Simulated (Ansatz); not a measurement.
ZnSn15O32 (cell with a defect)

```
CELL_PARAMETERS angstrom
4.82652 -4.82837 -6.47633
4.82652 4.82837 6.47633
-4.82652 -4.82837 6.47633
ATOMIC_POSITIONS crystal
Zn 0.50000 0.37500 0.37500
Sn 0.50000 0.62266 0.62266
Sn 0.00000 0.37500 0.87500
Sn 0.00000 0.62500 0.12500
Sn 0.00000 0.87500 0.37500
Sn 0.00000 0.12500 0.62500
Sn 0.50000 0.87500 0.87500
Sn 0.50000 0.12734 0.12734
Sn 0.50000 0.49881 0.00171
Sn 0.50000 0.74829 0.25119
Sn 0.99662 0.49936 0.49936
Sn 0.99662 0.74726 0.74726
Sn 0.00338 0.00274 0.00274
Sn 0.00338 0.25064 0.25064
Sn 0.50000 0.00171 0.49881
Sn 0.50000 0.25119 0.74829
O 0.49997 0.15201 0.34664
O 0.49997 0.40332 0.59796
O 0.99977 0.15331 0.84623
O 0.99977 0.40354 0.09646
O 0.00014 0.65350 0.34642
O 0.00014 0.90372 0.59664
O 0.49996 0.65200 0.84662
O 0.49996 0.90334 0.09796
O 0.80879 0.52937 0.52942
O 0.80770 0.77990 0.77994
O 0.30576 0.52937 0.02638
O 0.30550 0.77773 0.27777
O 0.30576 0.02634 0.52941
O 0.30550 0.27773 0.77777
O 0.80403 0.02700 0.02704
O 0.80770 0.27776 0.27780
O 0.19121 0.22063 0.22058
O 0.19230 0.47224 0.47220
O 0.69424 0.22063 0.72362
O 0.69450 0.47227 0.97223
O 0.69424 0.72366 0.22059
O 0.69450 0.97227 0.47223
O 0.19597 0.72300 0.72296
O 0.19230 0.97010 0.97006
O 0.50003 0.34668 0.15204
O 0.50003 0.59799 0.40336
O 0.00023 0.34646 0.65354
O 0.00023 0.59669 0.90377
O 0.99986 0.84628 0.15336
O 0.99986 0.09650 0.40358
O 0.50004 0.84666 0.65204
O 0.50004 0.09800 0.90338
```

These are results of Ansatz 0.2.0, DFT PBE, scalar-relativistic, plane waves, PAW, not measurements.

> Predict the valence pseudo-density and electron localisation function between the atoms.

Zn–O (2.10 Å): ρ is about 0.45 e/Å³ halfway; the ELF peaks at about 0.85 in the valence shell of O, 0.6 Å from its nucleus, and is about 0.20 at the midpoint; no localised pair shows between them.
Sn–O (2.09 Å): ρ at the midpoint is about 0.63 e/Å³; the ELF peaks at about 0.80 in the valence shell of O, 0.6 Å from its nucleus, and is about 0.25 at the midpoint (no localised pair shows between them).

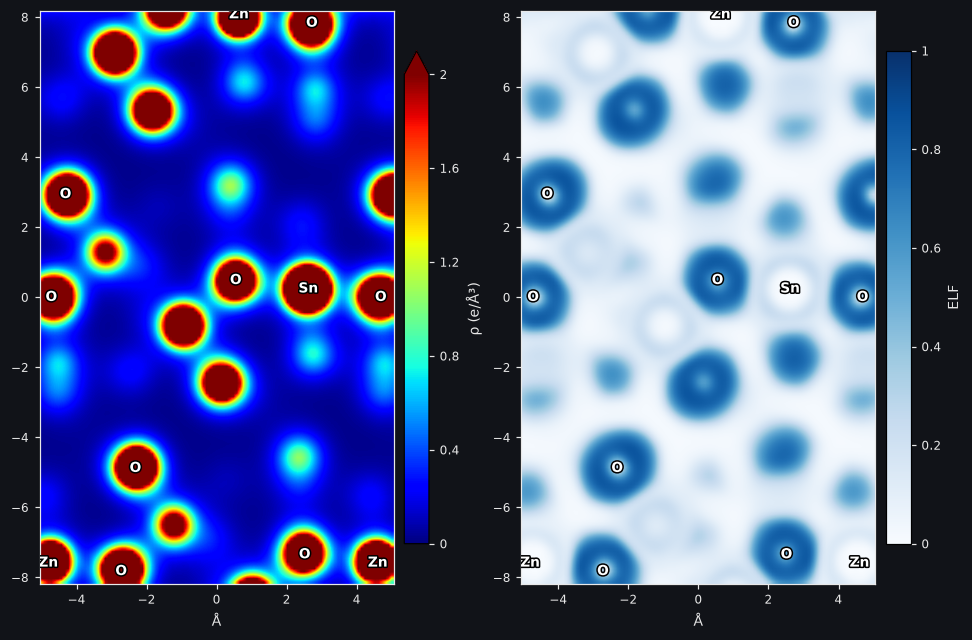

Computed valence pseudo-density and electron localisation function on the (101) plane of the calculation cell, in this order. Atoms just off the plane (Sn, 0.4 Å away and O, 0.3 Å away) can leave unmarked features too.
